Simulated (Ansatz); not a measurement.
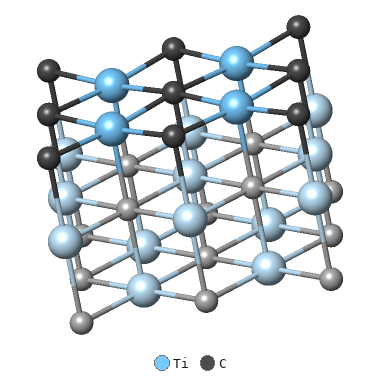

The system is C on a TiC(100) slab cut from the Fm-3m phase, its upper half relaxed before the scan (24 atoms of substrate and one adsorbate in a 2 × 2 cell); the picture shows it without the atoms that are moved over the map. C is moved over the surface cell; relaxed at each place: the height of the adsorbate's atoms; substrate rigid; the origin of the map has the adsorbate above C21. Places are given modulo a cell vector. The map is drawn in real space over the plane of the surface. Grid: 8 × 8 points; 15 points were computed and 49 follow by symmetry. Places are given in fractions of the 1 × 1 surface cell. All energies are given in eV relative to the lowest grid point. Method: DFT LDA, scalar-relativistic, plane waves, PAW in Ansatz 0.2.0. Settings: cutoff 420 eV, k-mesh 5×5×1, gaussian smearing 0.1 eV, no spin polarisation.

Range: position of C25 along the first surface vector from 0.000 to 0.875; position of C25 along the second surface vector from 0.000 to 0.875.

Q: Predict the map.

A: The lowest grid point is at the top site over a surface C atom, (0/8, 0/8) of the cell vectors. It is the only kind of minimum in the scanned range. The highest grid point, the top site over a surface Ti atom, (4/8, 4/8) of the cell vectors, lies 4.73 eV above the lowest. On the interpolated surface the easiest way out of the lowest well to its copy in the next cell or period passes a barrier of about 1.3 eV. At the lowest point the adsorbate has 1 C at 1.29 Å as nearest neighbours, at the highest 1 Ti at 1.94 Å. Its relaxed height above the top atom is 1.29 Å at the lowest and 1.84 Å at the highest point.

| second ↓, first → | 0/8 | 1/8 | 2/8 | 3/8 | 4/8 | 5/8 | 6/8 | 7/8 |
| --- | --- | --- | --- | --- | --- | --- | --- | --- |
| 7/8 | 0.01 | 0.09 | 0.76 | 2.01 | 2.49 | 2.01 | 0.76 | 0.09 |
| 6/8 | 0.23 | 0.76 | 2.32 | 3.49 | 3.84 | 3.49 | 2.32 | 0.76 |
| 5/8 | 0.93 | 2.01 | 3.49 | 4.29 | 4.53 | 4.29 | 3.49 | 2.01 |
| 4/8 | 1.33 | 2.49 | 3.84 | 4.53 | 4.73 | 4.53 | 3.84 | 2.49 |
| 3/8 | 0.93 | 2.01 | 3.49 | 4.29 | 4.53 | 4.29 | 3.49 | 2.01 |
| 2/8 | 0.23 | 0.76 | 2.32 | 3.49 | 3.84 | 3.49 | 2.32 | 0.76 |
| 1/8 | 0.01 | 0.09 | 0.76 | 2.01 | 2.49 | 2.01 | 0.76 | 0.09 |
| 0/8 | 0.00 | 0.01 | 0.23 | 0.93 | 1.33 | 0.93 | 0.23 | 0.01 |

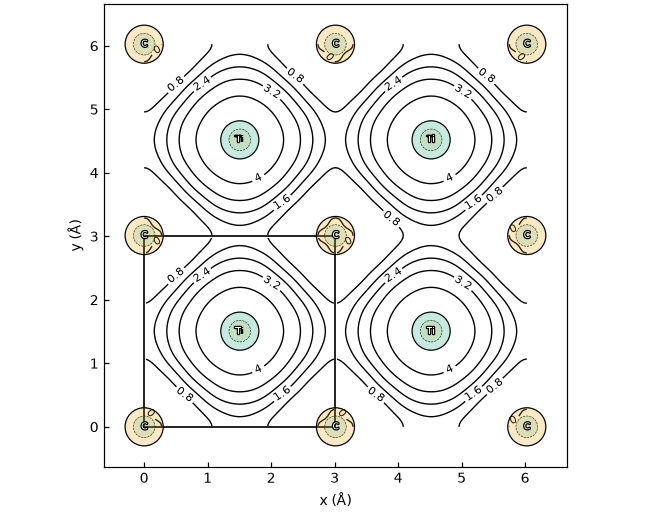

Drawn: contour lines labelled in eV, labelled circles for the atoms of the top layer and small ones for the second layer, the outline of one cell of the 2 × 2 shown. Between grid points the surface is interpolated.

Time for the 15 points that were run: 60 min on 4 threads of Arm Neoverse N1 (shared host).
